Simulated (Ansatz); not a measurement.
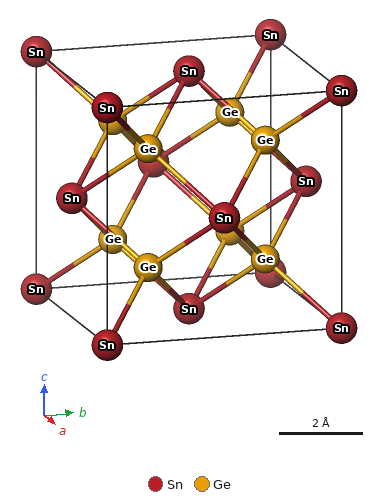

Normal modes of a crystal of SnGe₂ (a generated structure) relaxed at 40 GPa, at the zone centre. Style: ball-and-stick. Shown: the conventional cell (4 times the calculation's cell), slightly off an axis. Lengths and directions refer to the drawn axes.

These are results of Ansatz 0.2.0, DFT LDA, scalar-relativistic, plane waves, PAW, not measurements. (plane-wave cutoff 420 eV; k-point mesh 12 × 12 × 12; occupations fermi dirac; smearing width 0.15 eV; target pressure 40 GPa; no spin polarisation)

The frequencies depend somewhat on the k-mesh and the smearing.

**List the optical modes.**

The calculation's cell holds 3 atoms, so there are 6 optical modes, in 2 levels. The optical modes span T₂g + T₁u. No level is unstable.

```csv
level,symmetry,frequency (cm⁻¹),activity
1,T₂g,199,Raman-active
2,T₁u,244,infrared-active
```

The crystal is a metal, so free carriers screen the infrared response.

The displacement patterns (one member of each degenerate set):

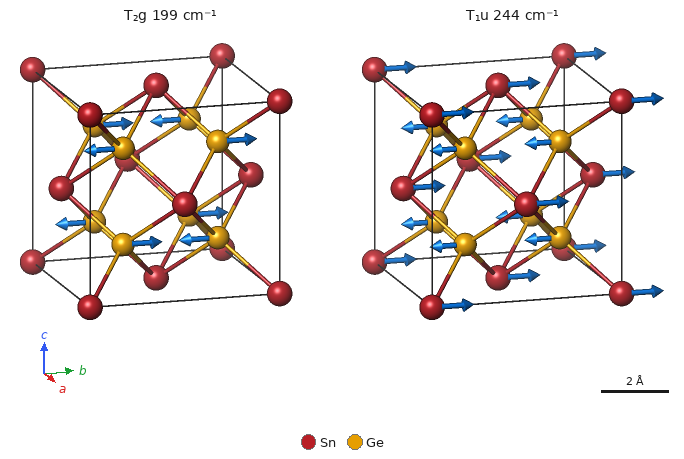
